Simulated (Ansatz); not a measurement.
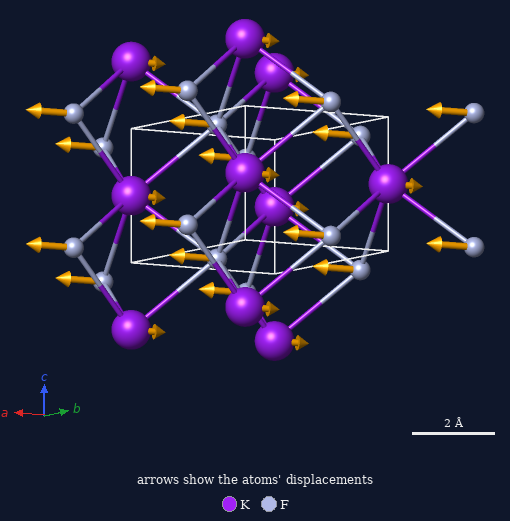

The lowest optical mode of crystalline KF (a generated structure), space group P-6m2 (No. 187), at the zone centre. The orange arrows give the relative displacements of the atoms. Style: ball-and-stick. Shown: the cell of the calculation, from a free direction.

The calculation used DFT PBE, scalar-relativistic, plane waves, PAW (Ansatz 0.2.0).

Input
```yaml
crystal:
  lattice:
    - [3.6926403666, 0.0, 0.0]
    - [-1.8463201833, 3.1979203645, 0.0]
    - [0.0, 0.0, 3.3618960299]
  atoms:
    - { symbol: K, position: [0.0, 0.0, 0.5] }
    - { symbol: F, position: [0.6666666667, 0.3333333333, 0.0] }
basis:
  ecutwfc: 420
kpoints:
  mp_grid: { grid: [6, 6, 8] }
hamiltonian:
  xc: pbe
scf:
  occupations: { method: fixed }
output:
  eigenvalues: true
phonons:
  method: dfpt
  dielectric: true
  rigid_motions: translations
  eigenvectors: true
  qmesh: [3, 3, 4]
  temperatures: { t_max: 1000, t_step: 100 }
  qpath:
    path:
      - [[0.0, 0.0, 0.0], [0.5, 0.0, 0.0], [0.33333333, 0.33333333, 0.0], [0.0, 0.0, 0.0], [0.0, 0.0, 0.5], [0.5, 0.0, 0.5], [0.33333333, 0.33333333, 0.5], [0.0, 0.0, 0.5]]
      - [[0.5, 0.0, 0.5], [0.5, 0.0, 0.0]]
      - [[0.33333333, 0.33333333, 0.5], [0.33333333, 0.33333333, 0.0]]
    npoints: 8
```

Command:
```bash
ansatz run input.yaml --threads 1 --pin off --max-ram 2560MiB --backend cpu --events-out ev --progress --plain --runs-dir out
```

Frequencies are those without the non-analytic (LO–TO) term.

**Is this crystal at a minimum with respect to the drawn distortion?**

Yes: this softest mode has a real frequency, and so have all others here. That speaks for this wave vector alone: the rest of the zone wasn't checked in this run. This is the E′ mode (doubly degenerate; one member of the set is drawn) at 161 cm⁻¹, the lowest optical level, infrared- and Raman-active by symmetry. The F sublattice moves against the K sublattice, along a; the kinetic energy is shared as F 67 %, K 33 %. Its infrared intensity is 4.4 (D/Å)²/amu for the set.
